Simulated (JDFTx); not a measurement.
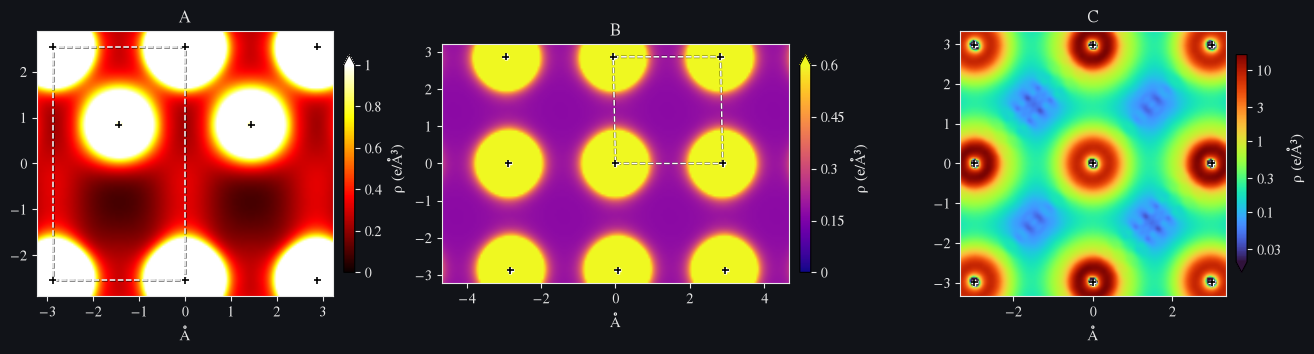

The valence electron density of 3 systems, each on a plane through atoms (crosses mark nuclei in the plane).

Method: JDFTx 1.7.0 (patched build), Kohn-Sham DFT of a periodic cell, PBE, PseudoDojo-SR-PBE-0.5-standard.

System 1: TaN, the (110) plane of the conventional cell. Space group P-6m2; computed pressure about 5 GPa in this cell.

```
Ta N
1.0
     2.93800    0.00000    0.00000
    -1.46900    2.54438    0.00000
     0.00000    0.00000    2.88300
Ta N
1 1
Cartesian
  0.0000 0.0000 1.4415
  1.4690 0.8481 0.0000
```

System 2: SnSe, the (010) plane of the conventional cell. Space group Fm-3m; computed pressure about 2 GPa in this cell.

```
Sn Se
1.0
     5.97960    0.00000    0.00000
     0.00000    5.97960    0.00000
     0.00000    0.00000    5.97960
Sn Se
4 4
Direct
  0.00000 0.00000 0.00000
  0.50000 0.50000 0.00000
  0.50000 0.00000 0.50000
  0.00000 0.50000 0.50000
  0.50000 0.00000 0.00000
  0.00000 0.50000 0.00000
  0.00000 0.00000 0.50000
  0.50000 0.50000 0.50000
```

System 3: Ti, the (110) plane of the conventional cell. Space group P-1; changed on purpose from its base cell (cell strained at random at fixed volume); computed pressure about 4 GPa in this cell.

```xyz
1
Lattice="1.9847 -1.9957 0.0188 -0.0218 -1.9987 -2.0313 2.0177 0.0518 -2.0614" Properties=species:S:1:pos:R:3 pbc="T T T"
Ti    0.0000    0.0000    0.0000
```

Which map belongs to which system?

Panel A is system 1, TaN: the plane holds Ta and N. Ta–N (2.23 Å): ρ at the midpoint is about 0.54 e/Å³. Panel B is system 3, Ti: the plane holds Ti. Ti–Ti (2.88 Å): ρ is about 0.2 e/Å³ halfway. Panel C is system 2, SnSe: the plane holds Sn and Se. Sn–Se (2.99 Å): ρ is about 0.23 e/Å³ halfway.
